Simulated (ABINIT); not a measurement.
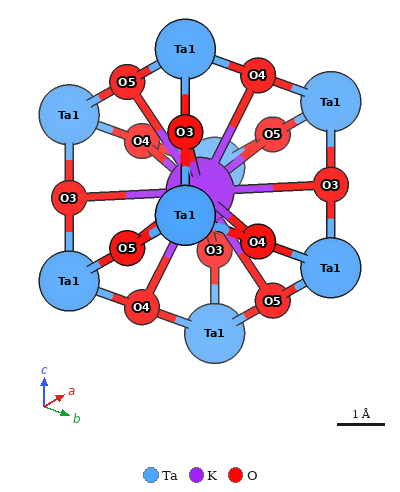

*The structure (ball-and-stick view of the cell of the calculation, seen at an oblique angle; atoms are numbered from 1 in the order of the input). An atom can appear more than once, as a periodic image.*

KTaO3: dielectric calculation (part 1 of 3)

KTaO3 (Pm-3m, 5 atoms in the cell), computed with Kohn-Sham DFT of a periodic cell, PBE, PseudoDojo NC SR PBE v0.4.1 standard, no spin polarisation (ABINIT 10.8.3).

The structure derives from an entry of the Crystallography Open Database.

The input
```
# Datasets
ndtset 3

# Pseudopotentials
pp_dirpath "./"
pseudos "Ta.upf, K.upf, O.upf"

# Structure
acell 4.01801121 4.01801121 4.01801121 Angstrom
rprim
     1.0000000000     0.0000000000     0.0000000000
     0.0000000000     1.0000000000     0.0000000000
     0.0000000000     0.0000000000     1.0000000000
ntypat 3
znucl 73 19 8
natom 5
typat 1 2 3 3 3
chkprim 0
chksymtnons 0
tolsym 1.0e-6
xred
            0.0            0.0            0.0
            1/2            1/2            1/2
            0.0            0.0            1/2
            0.0            1/2            0.0
            1/2            0.0            0.0

# Plane-wave basis
ecut 1142.878222 eV
ecutsm 0.5

# k points
ngkpt 6 6 6
nshiftk 1
shiftk 0.5 0.5 0.5

# Exchange and correlation
ixc 11

# Bands and occupations
nband 20
occopt 1

# SCF cycle
nstep 80
diemac 6.0

# Output
prteig 0
prtebands 0
prtwf 0
prtden 0
prtpot 0

# Dataset 1: ground state
kptopt1 1
tolvrs1 1.0e-15
prtwf1 1

# Dataset 2: derivatives of the wave functions by k
iscf2 -3
rfelfd2 2
rfdir2 1 1 1
getwfk2 1
kptopt2 2
nqpt2 1
qpt2 0.0 0.0 0.0
tolwfr2 1.0e-18
prtwf2 1

# Dataset 3: response at q = 0 to electric field
rfelfd3 3
rfdir3 1 1 1
getwfk3 1
getddk3 2
kptopt3 2
nqpt3 1
qpt3 0.0 0.0 0.0
tolvrs3 1.0e-8
```

File mrgddb.in
```
merged_DDB
KTaO3
2
runo_DS1_DDB
runo_DS3_DDB
```

File anaddb.abi
```
ddb_filepath "merged_DDB"
output_file "anaddb.abo"
outdata_prefix "ana"
asr 2
chneut 1
dipdip 1
dieflag 2
enunit 0
```

Command:
```bash
mpirun --bind-to none -np 4 abinit run.abi > log 2>&1
mrgddb < mrgddb.in > mrgddb.log 2>&1
anaddb anaddb.abi > anaddb.log 2>&1
```

What the program printed
```
.Version 10.8.3 of ABINIT
 DATASET    1 : space group Pm -3 m (#221); Bravais cP (primitive cubic)
================================================================================
 Values of the parameters that define the memory need for DATASET  1.
     intxc =       0    ionmov =       0      iscf =       7    lmnmax =       8
     lnmax =       8     mgfft =      48  mpssoang =       4    mqgrid =    3001
     natom =       5  nloc_mem =       1    nspden =       1   nspinor =       1
    nsppol =       1      nsym =      48    n1xccc =    2501    ntypat =       3
    occopt =       1   xclevel =       2
       mpw =        5709          nfft =      110592          nkpt =          10
================================================================================
================================================================================

 DATASET    2 : space group Pm -3 m (#221); Bravais cP (primitive cubic)
================================================================================
 Values of the parameters that define the memory need for DATASET  2 (RF).
     intxc =       0      iscf =      -3    lmnmax =       8     lnmax =       8
     mgfft =      48  mpssoang =       4    mqgrid =    3001     natom =       5
  nloc_mem =       1    nspden =       1   nspinor =       1    nsppol =       1
      nsym =      48    n1xccc =    2501    ntypat =       3    occopt =       1
   xclevel =       2
      nfft =      110592          nkpt =         108
================================================================================
================================================================================

 DATASET    3 : space group Pm -3 m (#221); Bravais cP (primitive cubic)
================================================================================
 Values of the parameters that define the memory need for DATASET  3 (RF).
     intxc =       0      iscf =       7    lmnmax =       8     lnmax =       8
     mgfft =      48  mpssoang =       4    mqgrid =    3001     natom =       5
  nloc_mem =       1    nspden =       1   nspinor =       1    nsppol =       1
      nsym =      48    n1xccc =    2501    ntypat =       3    occopt =       1
   xclevel =       2
      nfft =      110592          nkpt =         108
================================================================================
================================================================================

--------------------------------------------------------------------------------
------------- Echo of variables that govern the present computation ------------
--------------------------------------------------------------------------------
 -outvars: echo values of preprocessed input variables --------
            acell      7.5929407577E+00  7.5929407577E+00  7.5929407577E+00 Bohr
              amu      1.80947900E+02  3.90983000E+01  1.59994000E+01
          chkprim           0
      chksymtnons           0
           diemac      6.00000000E+00
             ecut      4.20000000E+01 Hartree
           ecutsm      5.00000000E-01 Hartree
           getddk1          0
           getddk2          0
           getddk3          2
           getwfk1          0
           getwfk2          1
           getwfk3          1
             iscf1          7
             iscf2         -3
             iscf3          7
              ixc          11
           jdtset        1    2    3
                       outvar_i_n : Printing only first  50 k-points.
           kptopt1          1
           kptopt2          2
           kptopt3          2
         kptrlatt        6    0    0      0    6    0      0    0    6
          kptrlen      4.55576445E+01
            natom           5
            nband1         20
            nband2         20
            nband3         20
           ndtset           3
            ngfft          48      48      48
             nkpt1         10
             nkpt2        108
             nkpt3        108
             nqpt1          0
             nqpt2          1
             nqpt3          1
            nstep          80
             nsym          48
           ntypat           3
        optdriver1          0
        optdriver2          1
        optdriver3          1
           prtden           0
        prtebands           0
           prteig           0
            prtwf1          1
            prtwf2          1
            prtwf3          0
           rfelfd1          0
           rfelfd2          2
           rfelfd3          3
           shiftk      5.00000000E-01  5.00000000E-01  5.00000000E-01
          spgroup         221
           tolsym      1.00000000E-06
           tolvrs1     1.00000000E-15
           tolvrs2     0.00000000E+00
           tolvrs3     1.00000000E-08
           tolwfr1     0.00000000E+00
           tolwfr2     1.00000000E-18
           tolwfr3     0.00000000E+00
            typat      1  2  3  3  3
                       outvars : Printing only first  50 k-points.
           xangst      0.0000000000E+00  0.0000000000E+00  0.0000000000E+00
                       2.0090056050E+00  2.0090056050E+00  2.0090056050E+00
                       0.0000000000E+00  0.0000000000E+00  2.0090056050E+00
                       0.0000000000E+00  2.0090056050E+00  0.0000000000E+00
                       2.0090056050E+00  0.0000000000E+00  0.0000000000E+00
            xcart      0.0000000000E+00  0.0000000000E+00  0.0000000000E+00
                       3.7964703789E+00  3.7964703789E+00  3.7964703789E+00
                       0.0000000000E+00  0.0000000000E+00  3.7964703789E+00
                       0.0000000000E+00  3.7964703789E+00  0.0000000000E+00
                       3.7964703789E+00  0.0000000000E+00  0.0000000000E+00
             xred      0.0000000000E+00  0.0000000000E+00  0.0000000000E+00
                       5.0000000000E-01  5.0000000000E-01  5.0000000000E-01
                       0.0000000000E+00  0.0000000000E+00  5.0000000000E-01
                       0.0000000000E+00  5.0000000000E-01  0.0000000000E+00
                       5.0000000000E-01  0.0000000000E+00  0.0000000000E+00
            znucl       73.00000   19.00000    8.00000

================================================================================

 chkinp: Checking input parameters for consistency, jdtset=   1.

 chkinp: Checking input parameters for consistency, jdtset=   2.

 chkinp: Checking input parameters for consistency, jdtset=   3.

================================================================================
== DATASET  1 ==================================================================

--- !DatasetInfo
iteration_state: {dtset: 1, }
dimensions: {natom: 5, nkpt: 10, mband: 20, nsppol: 1, nspinor: 1, nspden: 1, mpw: 5709, }
cutoff_energies: {ecut:  42.0, pawecutdg:  -1.0, }
electrons: {nelect:   4.00000000E+01, charge:   0.00000000E+00, occopt:   1.00000000E+00, tsmear:   1.00000000E-02, }
meta: {optdriver: 0, ionmov: 0, optcell: 0, iscf: 7, paral_kgb: 0, }
...

 Exchange-correlation functional for the present dataset will be:
  GGA: Perdew-Burke-Ernzerhof functional - ixc=11
  J.P.Perdew, K.Burke, M.Ernzerhof, PRL 77, 3865 (1996)

 Real(R)+Recip(G) space primitive vectors, cartesian coordinates (Bohr,Bohr^-1):
 R(1)=  7.5929408  0.0000000  0.0000000  G(1)=  0.1317013  0.0000000  0.0000000
 R(2)=  0.0000000  7.5929408  0.0000000  G(2)=  0.0000000  0.1317013  0.0000000
 R(3)=  0.0000000  0.0000000  7.5929408  G(3)=  0.0000000  0.0000000  0.1317013
 Unit cell volume ucvol=  4.3775391E+02 bohr^3
 Angles (23,13,12)=  9.00000000E+01  9.00000000E+01  9.00000000E+01 degrees

 getcut: wavevector=  0.0000  0.0000  0.0000  ngfft=  48  48  48
         ecut(hartree)=     42.000   => boxcut(ratio)=   2.16691

--- Pseudopotential description ------------------------------------------------
- pspini: atom type   1  psp file is ./Ta.upf
  73.00000  13.00000  171031                  znucl, zion, pspdat
12 -101130 3 -1 1450                          pspcod,pspxc,lmax,lloc,mmax
     nproj     2     2     2     2

- pspini: atom type   2  psp file is ./K.upf
  19.00000   9.00000  171031                  znucl, zion, pspdat
12 -101130 2 -1 2222                          pspcod,pspxc,lmax,lloc,mmax
     nproj     2     2     2     0

- pspini: atom type   3  psp file is ./O.upf
   8.00000   6.00000  171031                  znucl, zion, pspdat
12 -101130 2 -1 936                           pspcod,pspxc,lmax,lloc,mmax
     nproj     2     2     1     0

   1.94786602E+03                                ecore*ucvol(ha*bohr**3)
--------------------------------------------------------------------------------

================================================================================

--- !BeginCycle
iteration_state: {dtset: 1, }
solver: {iscf: 7, nstep: 80, nline: 4, wfoptalg: 0, }
tolerances: {tolvrs: 1.00E-15, }
...

     iter   Etot(hartree)      deltaE(h)  residm     vres2
 ETOT  1  -144.51017136956    -1.445E+02 2.886E-01 1.180E+03
 ETOT  2  -144.44421047407     6.596E-02 1.658E-02 2.136E+03
 ETOT  3  -144.98806146141    -5.439E-01 5.854E-03 1.749E+02
 ETOT  4  -145.01562177858    -2.756E-02 2.066E-04 3.904E+01
 ETOT  5  -145.02289697696    -7.275E-03 3.550E-05 1.420E+00
 ETOT  6  -145.02315614079    -2.592E-04 8.417E-06 4.419E-01
 ETOT  7  -145.02324111015    -8.497E-05 5.135E-07 9.582E-04
 ETOT  8  -145.02324152700    -4.168E-07 2.101E-08 2.307E-04
 ETOT  9  -145.02324154630    -1.930E-08 1.599E-09 3.513E-05
 ETOT 10  -145.02324155631    -1.001E-08 1.639E-10 5.370E-08
 ETOT 11  -145.02324155642    -1.033E-10 2.772E-11 8.298E-08
 ETOT 12  -145.02324155643    -1.674E-11 2.437E-12 3.497E-09
 ETOT 13  -145.02324155644    -9.777E-12 4.252E-13 1.894E-10
 ETOT 14  -145.02324155644     2.785E-12 4.594E-14 2.981E-11
 ETOT 15  -145.02324155644    -2.700E-12 7.605E-15 6.329E-13
 ETOT 16  -145.02324155643     1.378E-11 7.923E-16 2.937E-13
 ETOT 17  -145.02324155644    -1.353E-11 1.257E-16 4.190E-14
 ETOT 18  -145.02324155644     5.485E-12 1.500E-17 7.730E-16

 At SCF step   18       vres2   =  7.73E-16 < tolvrs=  1.00E-15 =>converged.

 Cartesian components of stress tensor (hartree/bohr^3)
  sigma(1 1)=  1.51739987E-07  sigma(3 2)=  0.00000000E+00
  sigma(2 2)=  1.51739987E-07  sigma(3 1)=  0.00000000E+00
  sigma(3 3)=  1.51739987E-07  sigma(2 1)=  0.00000000E+00

--- !ResultsGS
iteration_state: {dtset: 1, }
comment   : Summary of ground state results
lattice_vectors:
- [  7.5929408,   0.0000000,   0.0000000, ]
- [  0.0000000,   7.5929408,   0.0000000, ]
- [  0.0000000,   0.0000000,   7.5929408, ]
lattice_lengths: [   7.59294,    7.59294,    7.59294, ]
lattice_angles: [ 90.000,  90.000,  90.000, ] # degrees, (23, 13, 12)
lattice_volume:   4.3775391E+02
convergence: {deltae:  5.485E-12, res2:  7.730E-16, residm:  1.500E-17, diffor: null, }
etotal    :  -1.45023242E+02
entropy   :   0.00000000E+00
fermie    :   1.97167956E-01
cartesian_stress_tensor: # hartree/bohr^3
- [  1.51739987E-07,   0.00000000E+00,   0.00000000E+00, ]
- [  0.00000000E+00,   1.51739987E-07,   0.00000000E+00, ]
- [  0.00000000E+00,   0.00000000E+00,   1.51739987E-07, ]
pressure_GPa:  -4.4643E-03
xred      :
- [  0.0000E+00,   0.0000E+00,   0.0000E+00, Ta]
- [  5.0000E-01,   5.0000E-01,   5.0000E-01,  K]
- [  0.0000E+00,   0.0000E+00,   5.0000E-01,  O]
- [  0.0000E+00,   5.0000E-01,   0.0000E+00,  O]
- [  5.0000E-01,   0.0000E+00,   0.0000E+00,  O]
cartesian_forces: # hartree/bohr
- [ -0.00000000E+00,  -0.00000000E+00,  -0.00000000E+00, ]
- [ -0.00000000E+00,  -0.00000000E+00,  -0.00000000E+00, ]
- [ -0.00000000E+00,  -0.00000000E+00,  -0.00000000E+00, ]
- [ -0.00000000E+00,  -0.00000000E+00,  -0.00000000E+00, ]
- [ -0.00000000E+00,  -0.00000000E+00,  -0.00000000E+00, ]
force_length_stats: {min:   0.00000000E+00, max:   0.00000000E+00, mean:   0.00000000E+00, }
...

 Integrated electronic density in atomic spheres:
 ------------------------------------------------
 Atom  Sphere_radius  Integrated_density
    1        2.00000          9.02680337
    2        2.00000          6.94728177
    3        2.00000          6.27916650
    4        2.00000          6.27916650
    5        2.00000          6.27916650
================================================================================

 ----iterations are completed or convergence reached----

 Mean square residual over all n,k,spin=   20.415E-20; max=  15.003E-18
 reduced coordinates (array xred) for    5 atoms
       0.000000000000      0.000000000000      0.000000000000
       0.500000000000      0.500000000000      0.500000000000
       0.000000000000      0.000000000000      0.500000000000
       0.000000000000      0.500000000000      0.000000000000
       0.500000000000      0.000000000000      0.000000000000
 rms dE/dt=  0.0000E+00; max dE/dt=  0.0000E+00; dE/dt below (all hartree)
    1       0.000000000000      0.000000000000      0.000000000000
    2       0.000000000000      0.000000000000      0.000000000000
    3       0.000000000000      0.000000000000      0.000000000000
    4       0.000000000000      0.000000000000      0.000000000000
    5       0.000000000000      0.000000000000      0.000000000000

 cartesian coordinates (angstrom) at end:
    1      0.00000000000000     0.00000000000000     0.00000000000000
    2      2.00900560500000     2.00900560500000     2.00900560500000
    3      0.00000000000000     0.00000000000000     2.00900560500000
    4      0.00000000000000     2.00900560500000     0.00000000000000
    5      2.00900560500000     0.00000000000000     0.00000000000000

 cartesian forces (hartree/bohr) at end:
    1     -0.00000000000000    -0.00000000000000    -0.00000000000000
    2     -0.00000000000000    -0.00000000000000    -0.00000000000000
    3     -0.00000000000000    -0.00000000000000    -0.00000000000000
    4     -0.00000000000000    -0.00000000000000    -0.00000000000000
    5     -0.00000000000000    -0.00000000000000    -0.00000000000000
 frms,max,avg= 0.0000000E+00 0.0000000E+00   0.000E+00  0.000E+00  0.000E+00 h/b

 cartesian forces (eV/Angstrom) at end:
    1     -0.00000000000000    -0.00000000000000    -0.00000000000000
    2     -0.00000000000000    -0.00000000000000    -0.00000000000000
    3     -0.00000000000000    -0.00000000000000    -0.00000000000000
    4     -0.00000000000000    -0.00000000000000    -0.00000000000000
    5     -0.00000000000000    -0.00000000000000    -0.00000000000000
 frms,max,avg= 0.0000000E+00 0.0000000E+00   0.000E+00  0.000E+00  0.000E+00 e/A
 length scales=  7.592940757727  7.592940757727  7.592940757727 bohr
              =  4.018011210000  4.018011210000  4.018011210000 angstroms
 Fermi (or HOMO) energy (hartree) =   0.19717   Average Vxc (hartree)=  -0.40253
 Eigenvalues (hartree) for nkpt=  10  k points:
 kpt#   1, nband= 20, wtk=  0.03704, kpt=  0.0833  0.0833  0.0833 (reduced coord)
  -2.28751   -1.05507   -1.05506   -1.05506   -0.80378   -0.43647   -0.41194   -0.41194
  -0.19914   -0.19914   -0.19782    0.10198    0.10597    0.10597    0.14910    0.14910
   0.15918    0.16483    0.16968    0.16968
 prteigrs : prtvol=0 or 1, do not print more k-points.

--- !EnergyTerms
iteration_state     : {dtset: 1, }
comment             : Components of total free energy in Hartree
kinetic             :  6.05174037267898E+01
hartree             :  2.87812531221156E+01
xc                  : -3.37959250933134E+01
Ewald energy        : -1.02915557374520E+02
psp_core            :  4.44968274735259E+00
local_psp           : -1.03243794300314E+02
non_local_psp       :  1.18369561545223E+00
total_energy        : -1.45023241556437E+02
total_energy_eV     : -3.94628344063641E+03
band_energy         : -1.41765872306171E+01
...

 Cartesian components of stress tensor (hartree/bohr^3)
  sigma(1 1)=  1.51739987E-07  sigma(3 2)=  0.00000000E+00
  sigma(2 2)=  1.51739987E-07  sigma(3 1)=  0.00000000E+00
  sigma(3 3)=  1.51739987E-07  sigma(2 1)=  0.00000000E+00

-Cartesian components of stress tensor (GPa)         [Pressure= -4.4643E-03 GPa]
- sigma(1 1)=  4.46434453E-03  sigma(3 2)=  0.00000000E+00
- sigma(2 2)=  4.46434453E-03  sigma(3 1)=  0.00000000E+00
- sigma(3 3)=  4.46434453E-03  sigma(2 1)=  0.00000000E+00

================================================================================
== DATASET  2 ==================================================================
```
